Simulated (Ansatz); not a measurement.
Consider Si.

Input file:

```
crystal:
  lattice:
    - [0.0, 2.72185119, 2.72185119]
    - [2.72185119, 0.0, 2.72185119]
    - [2.72185119, 2.72185119, 0.0]
  atoms:
    - { symbol: Si, position: [0.75, 0.75, 0.75] }
    - { symbol: Si, position: [0.5, 0.5, 0.5] }
basis:
  ecutwfc: 420
kpoints:
  mp_grid: { grid: [8, 8, 8] }
hamiltonian:
  xc: pbe
scf:
  occupations: { method: gaussian, width: 0.02 }
output:
  forces: true
  stress: true
  eigenvalues: true
  write_density: true
  write_potential: true
  elf: true
  volumetric_format: npy
relax:
  adjacent_minimum: "off"
  f_tol: 0.005
  max_steps: 80
  cell: { stress_tol: 0.05 }
```

Run with:

```sh
ansatz run input.yaml --threads 8 --pin off --max-ram 20480MiB --backend cpu --events-out ev --progress --plain --runs-dir out
```

Below, planes, directions and counts refer to the conventional cell (a = 5.47 Å, b = 5.47 Å, c = 5.47 Å, α = 90.00°, β = 90.00°, γ = 90.00°).

The fields are those of the relaxed geometry.

Space group Fd-3m; a structure from a database of computed crystals, not necessarily the ambient phase.

Computed with DFT PBE, scalar-relativistic, plane waves, PAW in Ansatz.

> What will maps of the valence pseudo-density and electron localisation function show?

Si–Si (2.37 Å): the density is about 0.56 e/Å³ at the midpoint; the ELF peaks at about 0.95 between the atoms (a covalent bond).

> Does the calculation give a band gap?

It is gapped, with a Kohn–Sham gap of 0.65 eV on the k-point mesh, an upper bound to the gap of this method.

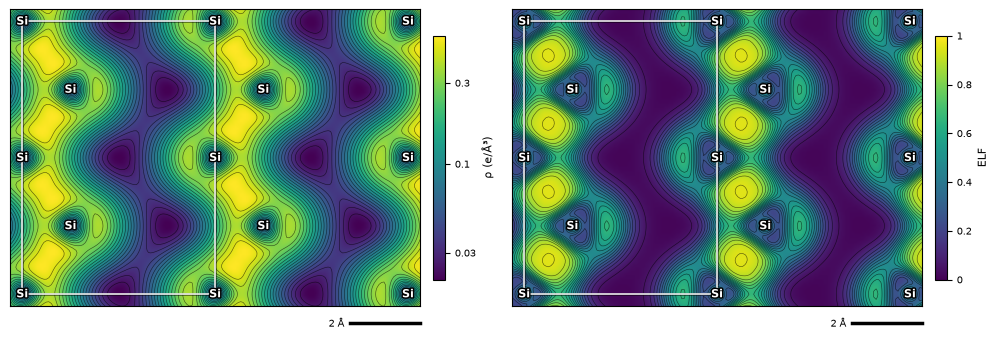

Computed valence pseudo-density and electron localisation function on the (110) plane of the conventional cell, in this order. 

In a PAW calculation such maps are meaningful between the atoms, not at the nuclei.
